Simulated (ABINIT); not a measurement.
**Effective mass calculation, with input and output: CsSnBr₃ (part 1 of 3)**

The run: effective mass calculation of CsSnBr₃ (Pm-3m, 5 atoms in the cell). Method and program: Kohn-Sham DFT of a periodic cell, PBE, PseudoDojo NC SR PBE v0.4.1 standard, no spin polarisation (ABINIT 10.8.3).

The structure derives from a Materials Project entry.

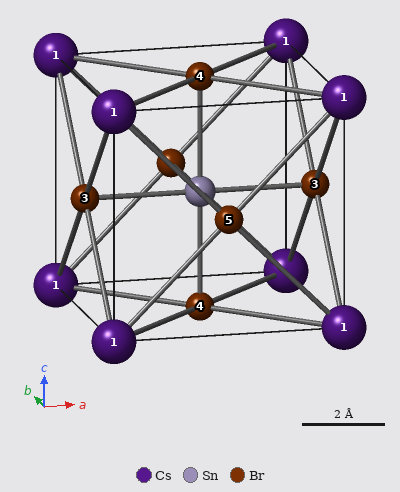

**Figure 1.** The structure as given in the input (ball-and-stick view of the cell of the calculation, seen slightly off an axis; atoms are numbered from 1 in the order of the input).

### Input file
```
# Datasets
ndtset 3

# Pseudopotentials
pp_dirpath "./"
pseudos "Cs.upf, Sn.upf, Br.upf"

# Structure
acell 11.0341214431 11.0341214431 11.0341214431
rprim
     1.0000000000     0.0000000000     0.0000000000
     0.0000000000     1.0000000000     0.0000000000
     0.0000000000     0.0000000000     1.0000000000
ntypat 3
znucl 55 50 35
natom 5
typat 1 2 3 3 3
xred
            0.0            0.0            0.0
            1/2            1/2            1/2
            0.0            1/2            1/2
            1/2            1/2            0.0
            1/2            0.0            1/2

# Plane-wave basis
ecut 35.0

# Exchange and correlation
ixc 11

# Bands and occupations
occopt 1

# SCF cycle
nstep 80
diemac 6.0

# Output
iomode 3
prteig 0
prtebands 0

# Dataset 1: ground state
kptopt1 1
ngkpt1 4 4 4
nshiftk1 1
shiftk1 0.0 0.0 0.0
nband1 22
tolvrs1 1.0e-14
prtden1 1
prtwf1 0

# Datasets 2 and 3: the band edges
kptopt2 0
nkpt2 1
kpt2
  1/2 1/2 1/2
istwfk2 1*1
nband2 30
getden2 1
kptopt3 0
nkpt3 1
kpt3
  1/2 1/2 1/2
istwfk3 1*1
nband3 30
getden3 1

# Dataset 2: bands at fixed density
iscf2 -2
nbdbuf2 2
tolwfr2 1.0e-20
nstep2 200

# Dataset 3: effective masses
iscf3 -3
getwfk3 2
rfelfd3 2
rfdir3 1 1 1
nqpt3 1
qpt3 0.0 0.0 0.0
tolwfr3 1.0e-20
nbdbuf3 2
nstep3 200
efmas3 1
efmas_bands3 22 25
efmas_calc_dirs3 1
efmas_n_dirs3 5
efmas_dirs3
  1 0 0
  0 1 0
  0 0 1
  1 1 0
  1 1 1
efmas_ntheta3 40
prtwf3 0
prtden3 0
prtpot3 0
```

Launched with:
```bash
abinit run.abi > log 2>&1
```

### Output
```
.Version 10.8.3 of ABINIT
 DATASET    1 : space group Pm -3 m (#221); Bravais cP (primitive cubic)
================================================================================
 Values of the parameters that define the memory need for DATASET  1.
     intxc =       0    ionmov =       0      iscf =       7    lmnmax =       8
     lnmax =       8     mgfft =      60  mpssoang =       4    mqgrid =    3001
     natom =       5  nloc_mem =       1    nspden =       1   nspinor =       1
    nsppol =       1      nsym =      48    n1xccc =    2501    ntypat =       3
    occopt =       1   xclevel =       2
       mpw =       13333          nfft =      216000          nkpt =          10
================================================================================
================================================================================

 DATASET    2 : space group Pm -3 m (#221); Bravais cP (primitive cubic)
================================================================================
 Values of the parameters that define the memory need for DATASET  2.
     intxc =       0    ionmov =       0      iscf =      -2    lmnmax =       8
     lnmax =       8     mgfft =      60  mpssoang =       4    mqgrid =    3001
     natom =       5  nloc_mem =       1    nspden =       1   nspinor =       1
    nsppol =       1      nsym =      48    n1xccc =    2501    ntypat =       3
    occopt =       1   xclevel =       2
       mpw =       13264          nfft =      216000          nkpt =           1
================================================================================
================================================================================

 DATASET    3 : space group Pm -3 m (#221); Bravais cP (primitive cubic)
================================================================================
 Values of the parameters that define the memory need for DATASET  3 (RF).
     intxc =       0      iscf =      -3    lmnmax =      32     lnmax =       8
     mgfft =      60  mpssoang =       4    mqgrid =    3001     natom =       5
  nloc_mem =       1    nspden =       1   nspinor =       1    nsppol =       1
      nsym =      48    n1xccc =    2501    ntypat =       3    occopt =       1
   xclevel =       2
      nfft =      216000          nkpt =           1
================================================================================
================================================================================

--------------------------------------------------------------------------------
------------- Echo of variables that govern the present computation ------------
--------------------------------------------------------------------------------
 -outvars: echo values of preprocessed input variables --------
            acell      1.1034121443E+01  1.1034121443E+01  1.1034121443E+01 Bohr
              amu      1.32905430E+02  1.18710000E+02  7.99040000E+01
           diemac      6.00000000E+00
             ecut      3.50000000E+01 Hartree
           getden1          0
           getden2          1
           getden3          1
           getwfk1          0
           getwfk2          0
           getwfk3          2
             iscf1          7
             iscf2         -2
             iscf3         -3
              ixc          11
           jdtset        1    2    3
           kptopt1          1
           kptopt2          0
           kptopt3          0
         kptrlatt        4    0    0      0    4    0      0    0    4
          kptrlen1     4.41364858E+01
          kptrlen2     3.00000000E+01
          kptrlen3     3.00000000E+01
            natom           5
            nband1         22
            nband2         30
            nband3         30
           nbdbuf1          0
           nbdbuf2          2
           nbdbuf3          2
           ndtset           3
            ngfft          60      60      60
             nkpt1         10
             nkpt2          1
             nkpt3          1
             nqpt1          0
             nqpt2          0
             nqpt3          1
            nstep1         80
            nstep2        200
            nstep3        200
             nsym          48
           ntypat           3
        optdriver1          0
        optdriver2          0
        optdriver3          1
           prtden1          1
           prtden2          1
           prtden3          0
        prtebands           0
           prteig           0
            prtwf1          0
            prtwf2          1
            prtwf3          0
           rfelfd1          0
           rfelfd2          0
           rfelfd3          2
           shiftk1     0.00000000E+00  0.00000000E+00  0.00000000E+00
           shiftk2     5.00000000E-01  5.00000000E-01  5.00000000E-01
           shiftk3     5.00000000E-01  5.00000000E-01  5.00000000E-01
          spgroup         221
           tolvrs1     1.00000000E-14
           tolvrs2     0.00000000E+00
           tolvrs3     0.00000000E+00
           tolwfr1     0.00000000E+00
           tolwfr2     1.00000000E-20
           tolwfr3     1.00000000E-20
            typat      1  2  3  3  3
           useylm1          0
           useylm2          0
           useylm3          1
           xangst      0.0000000000E+00  0.0000000000E+00  0.0000000000E+00
                       2.9195028030E+00  2.9195028030E+00  2.9195028030E+00
                       0.0000000000E+00  2.9195028030E+00  2.9195028030E+00
                       2.9195028030E+00  2.9195028030E+00  0.0000000000E+00
                       2.9195028030E+00  0.0000000000E+00  2.9195028030E+00
            xcart      0.0000000000E+00  0.0000000000E+00  0.0000000000E+00
                       5.5170607216E+00  5.5170607216E+00  5.5170607216E+00
                       0.0000000000E+00  5.5170607216E+00  5.5170607216E+00
                       5.5170607216E+00  5.5170607216E+00  0.0000000000E+00
                       5.5170607216E+00  0.0000000000E+00  5.5170607216E+00
             xred      0.0000000000E+00  0.0000000000E+00  0.0000000000E+00
                       5.0000000000E-01  5.0000000000E-01  5.0000000000E-01
                       0.0000000000E+00  5.0000000000E-01  5.0000000000E-01
                       5.0000000000E-01  5.0000000000E-01  0.0000000000E+00
                       5.0000000000E-01  0.0000000000E+00  5.0000000000E-01
            znucl       55.00000   50.00000   35.00000

================================================================================

 chkinp: Checking input parameters for consistency, jdtset=   1.

 chkinp: Checking input parameters for consistency, jdtset=   2.

 chkinp: Checking input parameters for consistency, jdtset=   3.

================================================================================
== DATASET  1 ==================================================================

--- !DatasetInfo
iteration_state: {dtset: 1, }
dimensions: {natom: 5, nkpt: 10, mband: 22, nsppol: 1, nspinor: 1, nspden: 1, mpw: 13333, }
cutoff_energies: {ecut:  35.0, pawecutdg:  -1.0, }
electrons: {nelect:   4.40000000E+01, charge:   0.00000000E+00, occopt:   1.00000000E+00, tsmear:   1.00000000E-02, }
meta: {optdriver: 0, ionmov: 0, optcell: 0, iscf: 7, paral_kgb: 0, }
...

 Exchange-correlation functional for the present dataset will be:
  GGA: Perdew-Burke-Ernzerhof functional - ixc=11
  J.P.Perdew, K.Burke, M.Ernzerhof, PRL 77, 3865 (1996)

 Real(R)+Recip(G) space primitive vectors, cartesian coordinates (Bohr,Bohr^-1):
 R(1)= 11.0341214  0.0000000  0.0000000  G(1)=  0.0906280  0.0000000  0.0000000
 R(2)=  0.0000000 11.0341214  0.0000000  G(2)=  0.0000000  0.0906280  0.0000000
 R(3)=  0.0000000  0.0000000 11.0341214  G(3)=  0.0000000  0.0000000  0.0906280
 Unit cell volume ucvol=  1.3434245E+03 bohr^3
 Angles (23,13,12)=  9.00000000E+01  9.00000000E+01  9.00000000E+01 degrees

 getcut: wavevector=  0.0000  0.0000  0.0000  ngfft=  60  60  60
         ecut(hartree)=     35.000   => boxcut(ratio)=   2.04181

--- Pseudopotential description ------------------------------------------------
- pspini: atom type   1  psp file is ./Cs.upf
  55.00000   9.00000  171031                  znucl, zion, pspdat
12 -101130 3 -1 2414                          pspcod,pspxc,lmax,lloc,mmax
     nproj     2     2     2     2

- pspini: atom type   2  psp file is ./Sn.upf
  50.00000  14.00000  171031                  znucl, zion, pspdat
12 -101130 2 -1 1628                          pspcod,pspxc,lmax,lloc,mmax
     nproj     2     2     2     0

- pspini: atom type   3  psp file is ./Br.upf
  35.00000   7.00000  171031                  znucl, zion, pspdat
12 -101130 2 -1 1098                          pspcod,pspxc,lmax,lloc,mmax
     nproj     2     2     2     0

   3.97818834E+03                                ecore*ucvol(ha*bohr**3)
--------------------------------------------------------------------------------

================================================================================

--- !BeginCycle
iteration_state: {dtset: 1, }
solver: {iscf: 7, nstep: 80, nline: 4, wfoptalg: 0, }
tolerances: {tolvrs: 1.00E-14, }
...

     iter   Etot(hartree)      deltaE(h)  residm     vres2
 ETOT  1  -146.63738787537    -1.466E+02 7.588E-01 1.468E+03
 ETOT  2  -149.50207577180    -2.865E+00 1.971E-02 9.777E+02
 ETOT  3  -149.59248614887    -9.041E-02 6.226E-03 2.831E+02
 ETOT  4  -149.60385456876    -1.137E-02 3.960E-04 9.872E+01
 ETOT  5  -149.60985602502    -6.001E-03 6.247E-05 4.919E+00
 ETOT  6  -149.61005806834    -2.020E-04 4.249E-06 3.239E-01
 ETOT  7  -149.61007429908    -1.623E-05 3.963E-07 6.644E-02
 ETOT  8  -149.61007802876    -3.730E-06 5.083E-07 1.708E-03
 ETOT  9  -149.61007817805    -1.493E-07 4.230E-08 1.001E-03
 ETOT 10  -149.61007824911    -7.106E-08 2.568E-08 1.999E-06
 ETOT 11  -149.61007825157    -2.459E-09 7.434E-09 1.804E-07
 ETOT 12  -149.61007825206    -4.912E-10 3.777E-09 2.996E-07
 ETOT 13  -149.61007825223    -1.697E-10 1.163E-09 2.951E-08
 ETOT 14  -149.61007825228    -5.465E-11 5.983E-10 1.434E-09
 ETOT 15  -149.61007825229    -4.576E-12 1.863E-10 6.276E-11
 ETOT 16  -149.61007825230    -7.077E-12 9.453E-11 2.704E-11
 ETOT 17  -149.61007825229     9.692E-12 2.987E-11 1.151E-12
 ETOT 18  -149.61007825230    -1.236E-11 1.505E-11 1.736E-13
 ETOT 19  -149.61007825231    -1.319E-11 4.782E-12 3.834E-14
 ETOT 20  -149.61007825230     1.396E-11 2.395E-12 3.718E-14
 ETOT 21  -149.61007825232    -1.950E-11 7.647E-13 1.509E-14
 ETOT 22  -149.61007825232    -2.501E-12 3.812E-13 1.348E-14
 ETOT 23  -149.61007825232    -3.041E-12 1.223E-13 5.477E-15

 At SCF step   23       vres2   =  5.48E-15 < tolvrs=  1.00E-14 =>converged.

 Cartesian components of stress tensor (hartree/bohr^3)
  sigma(1 1)= -2.58682967E-05  sigma(3 2)=  0.00000000E+00
  sigma(2 2)= -2.58682967E-05  sigma(3 1)=  0.00000000E+00
  sigma(3 3)= -2.58682967E-05  sigma(2 1)=  0.00000000E+00
```
